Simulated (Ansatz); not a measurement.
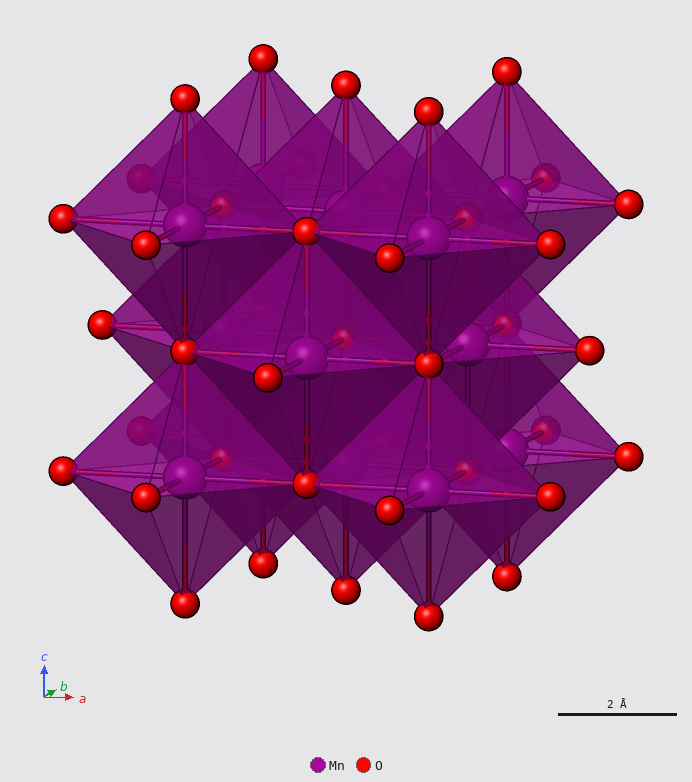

Figure 1. The input geometry (polyhedral view of the cell 4 times as large as that of the calculation, set on its symmetry axes, seen slightly off an axis; polyhedra are completed across the faces of the cell). An atom can appear more than once, as a periodic image.

## Single-point calculation, with input and output: MnO

The run: single-point calculation of MnO (2 atoms in the cell). Method and program: DFT PBEsol, scalar-relativistic, plane waves, PAW, spin-polarised (Ansatz 0.2.0).

The structure derives from an entry of the Crystallography Open Database. Figures and captions count atoms from 1; the log counts them from 0 in places.

### What the program printed
```
Warning: checkpoint.read: spin seed differs: saved d74a317102c7…, current 335b35dae98e…; the loaded state replaces the seed-built initial guess (but the starting_ns of a DFT+U solve that opens without the state's occupation matrices), so the run may converge into the producing seed's basin, or, where the symmetry group that follows from this deck's starting moments and starting_ns does not hold the saved magnetisation, lose that magnetisation at its first build. Where atoms have moved since the state was saved, this difference can also decide whether moments are moved with them. A self-consistent run of this deck without the state starts from its starting moments and, under a DFT+U term, its starting_ns
scf.n_extra_bands = 6 over 11 filled bands (N_el = 21.0): the run solves 17 bands
Engine: ansatz 0.2.0, aarch64-unknown-linux-gnu
Pseudopotentials: kind: paw
Pseudopotential: Mn, paw, valence charge 15, recommended cutoff 420 eV (normal), Mn.paw.azcp
Pseudopotential: O, paw, valence charge 6, recommended cutoff 420 eV (normal), O.paw.azcp
Functional definition: PBEsol
  exchange = pbesol_x
  correlation = pbesol_c
Crystal: 2 atoms, lattice volume = 20.421 Å³
Basis set: ecut = 420 eV, 411 PW (Γ), exchange–correlation on 48×48×48 points (8 copies of the dense FFT grid, shifted against one another)
Bands: 17, of which v1, the nominal top of the filled ones, is band 11 counted from 1 (10 counted from 0)
Symmetry: 48 space group operations
Space group: Fm-3m (ITA 225), of the structure as read, at distance tolerance 2.7e-5 Å
Magnetic group: BNS 225.116 (UNI 1618), of the structure as read, at distance tolerance 2.7e-5 Å
k-points: 145 of 4096
Non-local potential: Mn, projectors of the file, l = 0: 3, l = 1: 2, l = 2: 3, l = 3: 1
Non-local potential: O, projectors of the file, l = 0: 2, l = 1: 2, l = 2: 1
PAW form: soft (Blöchl's): semilocal exchange-correlation on the pseudo side does not see the compensation charge
PAW frozen core: Mn, regenerated for the run's functional, and the local potential with it (the file was generated under x = pbe(κ = 0.804, μ = 0.2195149727645171), c = pbe(β = 0.06672455060314922))
PAW frozen core: O, regenerated for the run's functional, and the local potential with it (the file was generated under x = pbe(κ = 0.804, μ = 0.2195149727645171), c = pbe(β = 0.06672455060314922))
PAW one-centre angular grid: Mn, 590 points (default); XC on 64 Gauss nodes
PAW one-centre angular grid: O, 110 points (default); XC on 64 Gauss nodes
Initial density: read from a saved state, or passed on in memory by an earlier SCF of this step, an earlier step, the calling program or the single point that the run made first
Stability of the state it starts from, as read at its close in the collinear treatment: not read negative (Ritz values of 1 − χ₀K, real part plus size of imaginary part, from 0.65 to 1.5, by its mixing steps under the symmetry group of the SCF that read it); its run was given moments
Starting moments: Σ|m| = 4.43 μB on 2 of 2 sites; this step starts from the density that it was given
Initial wavefunctions: pseudopotential atomic-orbital guess
Functional: x = pbesol(κ = 0.804, μ = 0.12345679012345678), c = pbesol(β = 0.046)
iter 1 solved again at ethr=6.33e-10 eV; its pass at ethr=3.10e-3 eV (dr2=1.33e-7 eV) is discarded
SCF iter   1: F=—  HF=-4429.350120 eV  |F-HF|=—  |Δ(HF+E_count)|=         —  Δρ=1.19e-7 (↑1.19e-7 ↓5.65e-8)  dr2=5.78e-12  dr2_m=2.27e-13  M=4.522 μB ∫|m|=4.522 μB  β_m=0.30  ethr=6.33e-10  ⟨swp⟩=3.3  Hψ=35179  notcnv=0
preconditioner: auto → none  [metal: Δε(μ)=0.008 eV  Ē_g=13.673 eV  σ=0.100 eV  W_gap=0.04  n_scr=8 (ndim 8)  ℏωp=29.6 eV  f_vac=0.000  D(μ)=1.09/eV (n_scr^D=14)]
SCF iter   2: F=-4429.350120 eV  HF=-4429.350120 eV  |F-HF|=9.09e-13  |Δ(HF+E_count)|=  6.28e-11  Δρ=6.90e-8 (↑3.71e-8 ↓6.90e-8)  dr2=1.52e-12  dr2_m=1.06e-13  M=4.522 μB ∫|m|=4.522 μB  ethr=1.00e-12  ⟨swp⟩=6.9  Hψ=22585  notcnv=0
SCF 1 converged in 2 iterations: F = -4429.350120 eV  dr2 = 1.52e-12
  greatest PAW one-centre occupation: 1.004 electrons in one spin orbital (limit 2), on the Mn atom at site 0 (counted from 0), in its partial waves of l = 1
NSCF: frozen V_eff on 86 k-points
NSCF: frozen V_eff on 413 k-points
SCF converged after 2 iterations
Magnetization: 4.5218 μB (12.7609 up, 8.2391 down)
Absolute magnetization: 4.5218 μB (∫|ρ↑−ρ↓|, with the PAW one-centre terms)
Spin contamination: 0.0148 ħ² per cell (⟨S²⟩ above its minimum at these occupations)
Per-site moments (μB) at R_I (Å): [(3.8195049906262066, 0.8949030075975001), (0.2126394031708166, 0.8949030075975001)]
Free energy (F): -4429.350120 eV
Harris-Foulkes:  -4429.350120 eV  (|F-HF|=9.09e-13)
Internal energy: -4429.344681 eV  (E = F + TS)
E sigma→0 (E₀):  -4429.347400 eV
Entropy (-TS):   -0.005439 eV (-2.720 meV/atom)
Fermi energy:    14.670092 eV
--- Per-component energies (eV) ---
  E_band       = -224.809022
  E_kinetic    = 475.599412
  E_local      = -2144.057171  (includes V_loc(G=0)·N_el)
  E_nonlocal   = 303.207983
  E_hartree    = 859.860414
  E_xc         = -183.369027
  E_vxc        = -235.507150  (∫ρ·V_xc dr)
  E_paw        = -1429.639871  (= ΣΔE_a)
  E_vpaw       = -343.775361  (= ΣTr[D̂ρ^β])
  E_aug_tail   = 0.002397  (compensation charges beyond the density's cutoff)
  E_ewald      = -2311.153755
  E_core_change = 0.204938  (= ΣΔE_core)
  E_smearing   = -0.005439  (= −TS)
  E_closure    = 0.000000  (closes the sum)
  Σ components = -4429.350120   (vs F -4429.350120, Δ=0.00e0)
--- Forces (eV/Å), atoms counted from 1 ---
  atom   1  Mn    -0.00000000     0.00000000     0.00000000
  atom   2  O      0.00000000    -0.00000000    -0.00000000
  max |Σ_I F_I| component: 1.58e-29 eV/Å
--- Stress (GPa, compression-positive) ---
       -0.013262      -0.000000       0.000000
        0.000000      -0.013262      -0.000000
        0.000000      -0.000000      -0.013262
  P = ⅓ Tr σ = -0.0133 GPa (-0.133 kbar)
--- Band table (eV; the first three rows and the last of 290) ---
  k-point 0 ↑: bands = ["-66.6286", "-35.4852", "-35.4852", "-35.4852", "-6.2857", "10.4563", "10.4563", "10.4563", "11.3642", "11.3642", "11.3642", "11.9498", "11.9498", "14.3463", "28.5958", "31.3133", "31.3133"]
  k-point 1 ↑: bands = ["-66.6282", "-35.4887", "-35.4856", "-35.4856", "-6.2463", "10.0516", "10.2079", "10.2079", "11.4267", "11.4267", "11.5055", "12.1938", "12.1938", "14.6376", "28.1710", "31.2040", "31.2040"]
  k-point 2 ↑: bands = ["-66.6271", "-35.4985", "-35.4868", "-35.4868", "-6.1321", "9.2460", "9.7346", "9.7346", "11.5459", "11.5459", "11.6936", "12.7160", "12.7160", "15.3381", "27.1685", "30.7881", "30.7881"]
  k-point 144 ↓: bands = ["-62.1217", "-31.1400", "-31.1400", "-31.1122", "-4.6500", "8.3193", "8.3193", "8.8149", "15.6779", "15.6779", "16.7495", "16.9685", "17.5361", "23.9052", "24.5017", "24.5017", "27.6101"]
--- Löwdin populations: 2 sites ---
  site symbol       q [e]    m [muB]
     0     Mn     13.9150     4.2454
     1      O      6.9650     0.2649
  spilling = 0.005714 (of n_electrons = 21.000000)
--- Bader charges: 2 sites ---
  site symbol  charge [e]  shift [e]    m [muB]
     0     Mn      1.3503     0.0002     4.1779
     1      O     -1.3503     0.0002     0.3439
  estimated error of the sums over rays = 3.7e-4 e
```

### File populations.tsv
```
# site	symbol	l	j	q_up	q_dn
# orbitals = lowdin
# n_electrons = 21.000000
# spilling = 0.005714
0	Mn	0_3S	-	0.999645	0.999642
0	Mn	0_4S	-	0.249492	0.199684
0	Mn	1_3P	-	2.998809	2.997865
0	Mn	2_3D	-	4.832267	0.637585
1	O	0_2S	-	0.944715	0.891988
1	O	1_2P	-	2.670246	2.458059
```

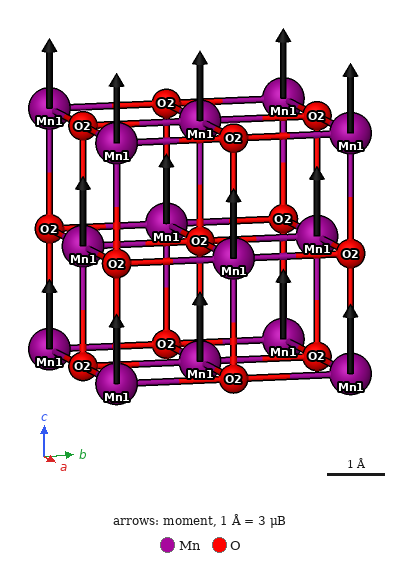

Figure 2. Magnetic moments of the sites as black arrows (ball-and-stick view of the cell 4 times as large as that of the calculation, set on its symmetry axes, seen slightly off an axis; atoms are numbered from 1 in the order of the input); small moments hardly show. The run is collinear, so the axis drawn is arbitrary. Site moments: Mn1 (3.82 μB); O2 (0.21 μB). They are counted near the atoms and needn't add up to the moment of the cell.

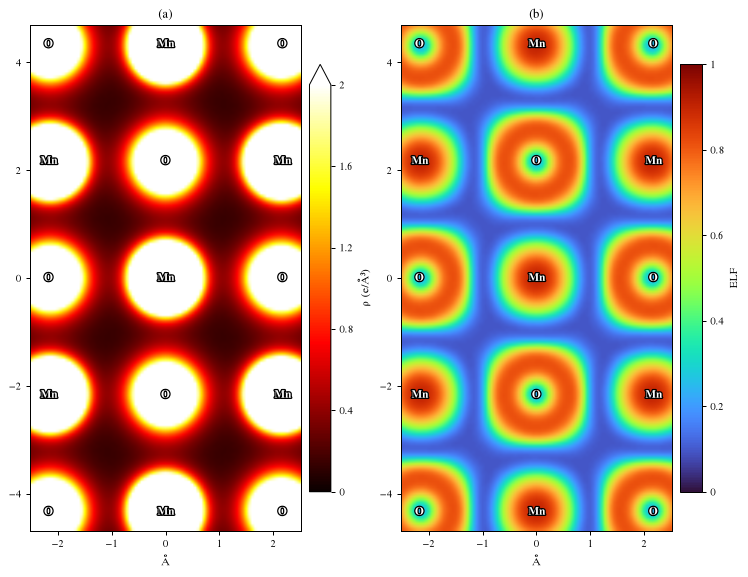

Figure 3. (a) valence pseudo-density; (b) ELF on the (001) plane of the conventional cell. The section cuts through Mn and O sites. Mn–O (2.17 Å): ρ is about 0.41 e/Å³ halfway; the ELF is about 0.15 at the midpoint (a polar contact without a shared pair, in a metal). Away from the nuclei the density in this plane falls to 0.14 e/Å³ at its lowest. The strong features right at Mn lie inside the PAW spheres (semicore, d or f shells) and say nothing about bonding. Core electrons are frozen (PAW), so the fields are smoothed inside the atomic spheres.

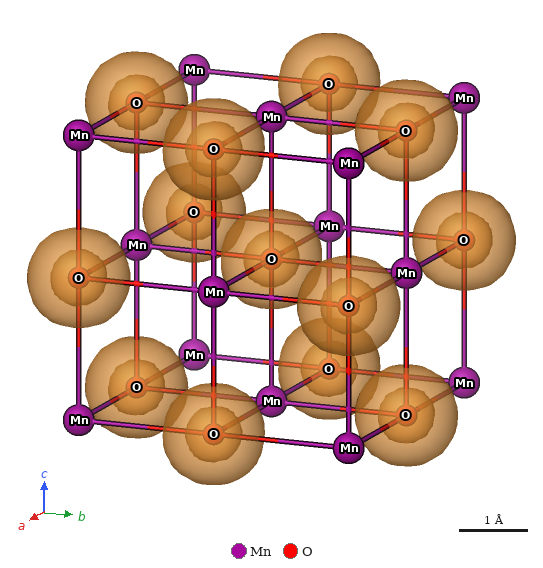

Figure 4. Isosurface of the ELF at 0.75 (orange), seen slightly off an axis. Only the valence region is drawn (cores and ρ < 0.01 e/Å³ removed). Sticks mark near contacts. The outline is the cell set on symmetry axes. Values along the shortest contacts: Mn–O (2.17 Å): the ELF is about 0.15 at the midpoint (a polar contact without a shared pair, in a metal).

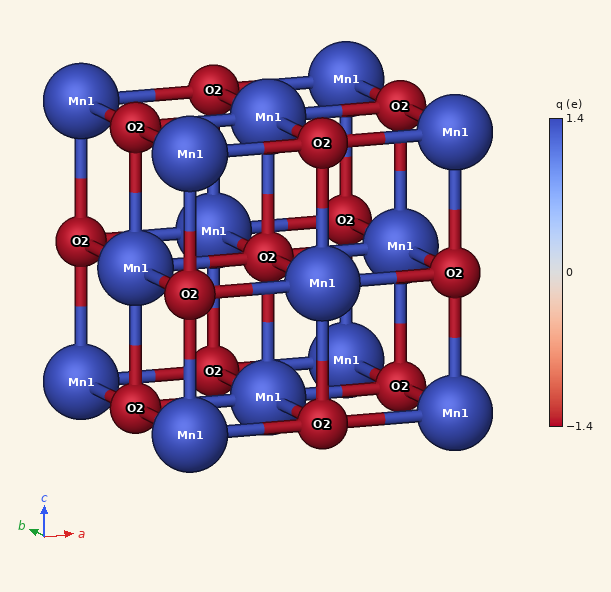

Figure 5. Bader charges, as the colour of each atom (ball-and-stick view of the cell 4 times as large as that of the calculation, set on its symmetry axes, seen slightly off an axis; atoms are numbered from 1 in the order of the input). By element: Mn +1.35 and O −1.35 e.

This output came from the following input.

### Input
```yaml
crystal:
  lattice:
    - [0.0, 2.1694618366, 2.1694618366]
    - [2.1694618366, 0.0, 2.1694618366]
    - [2.1694618366, 2.1694618366, 0.0]
  atoms:
    - { symbol: Mn, position: [0.0, 0.0, 0.0], spin: 4.2 }
    - { symbol: O, position: [0.5, 0.5, 0.5], spin: 0.23 }
basis:
  ecutwfc: 420
kpoints:
  mp_grid: { grid: [16, 16, 16] }
  band_path:
    path:
      - [[0.0, 0.0, 0.0], [0.5, 0.0, 0.5], [0.625, 0.25, 0.625]]
      - [[0.375, 0.375, 0.75], [0.0, 0.0, 0.0], [0.5, 0.5, 0.5], [0.5, 0.25, 0.75], [0.5, 0.0, 0.5]]
    npoints: 14
hamiltonian:
  xc: pbesol
scf:
  occupations: { method: gaussian, width: 0.1 }
  n_extra_bands: 6
output:
  forces: true
  stress: true
  eigenvalues: true
  populations: true
  dos: { projected: true, de: 0.02, nscf_kmesh: { grid: [24, 24, 24] } }
  bader: true
  write_density: true
  write_potential: true
  elf: true
  volumetric_format: npy
magnetization:
  spin_polarized: true
checkpoint:
  read: start.run
  write: ck
  compress: false
  write_wavefunctions: false
  write_every: 100000
```

Command:
```bash
ansatz run input.yaml --threads 1 --pin off --max-ram 2560MiB --backend cpu --events-out ev --progress --plain --runs-dir out
```

### Results in brief

- outcome: converged
- space group (tolerance 0.01 Å): Fm-3m (225)
- electrons treated: 21
- free energy: −4429.3501 eV
- Fermi energy: 14.670 eV
- gap on the k-point mesh: none (metallic)
- net moment of the cell: 4.52 μB
- integrated absolute moment: 4.52 μB
- pressure: −0.01 GPa
- largest force (length of the vector): under 0.001 eV/Å
- hardware: 1 thread of Arm Neoverse V2, 24 GiB of memory available, shared host
- wall time: 19 s
- peak memory: 0.37 GiB

### Remarks

Warnings of the run: the state was not tested for a lower one.
